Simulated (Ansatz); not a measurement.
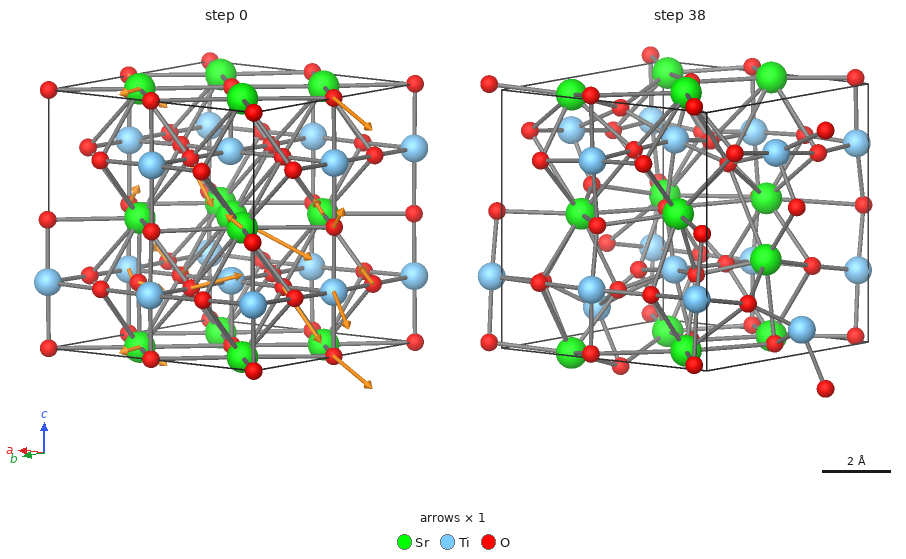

The structure of a defect cell of composition Sr9Ti8O24 before (left) and after (right) a relaxation, at one scale. The orange arrows give the displacements, at their true length.

The picture is a ball-and-stick view of the cell of the calculation (origin shifted), seen from a free direction.

Computed with DFT, PBEsol, PAW, plane waves (Ansatz 0.2.0). Set-up: plane-wave cutoff 420 eV; k-point mesh 1 × 1 × 1; mesh shifted by (0.25, 0.25, 0.25); collinear spin; atoms relaxed in a fixed cell; force threshold 0.03 eV/Å; at most 80 steps.

Question: Summarise the run.

Answer: The largest move is that of a Sr atom, 3.21 Å along [−3 0 −1]. By element the largest moves are Sr 3.21 Å, O 2.20 Å, Ti 1.49 Å. The lattice vectors keep their values. Some distances before and after: O–Sr 6.158 → 2.652 Å, Sr–Sr 2.773 → 5.823 Å, Sr–Sr 2.782 → 5.800 Å, Sr–Sr 6.125 → 3.348 Å. New bonds form: O–Sr (3.90 → 2.23 Å), O–Sr (4.71 → 2.18 Å), O–Sr (4.75 → 3.03 Å), O–Sr (4.76 → 2.94 Å). Bonds break: O–Sr (2.71 → 4.60 Å), O–Sr (2.71 → 4.66 Å), O–Sr (2.71 → 5.00 Å), O–Sr (2.73 → 3.97 Å). Among the angles between lasting bonds that change: O–Ti–O 178.0° → 83.4°, O–Ti–O 177.3° → 83.8°, Ti–O–Ti 179.2° → 93.8°. The energy falls by 18.035 eV per cell of the calculation in 38 geometry steps. Largest force component: 11 eV/Å at the start, 0.023 eV/Å at the end. The program noted that the starting moments weren't kept.

Limits of the set-up: the periodic images lie only 7.8 Å apart, so the values are limited by the cell's size.
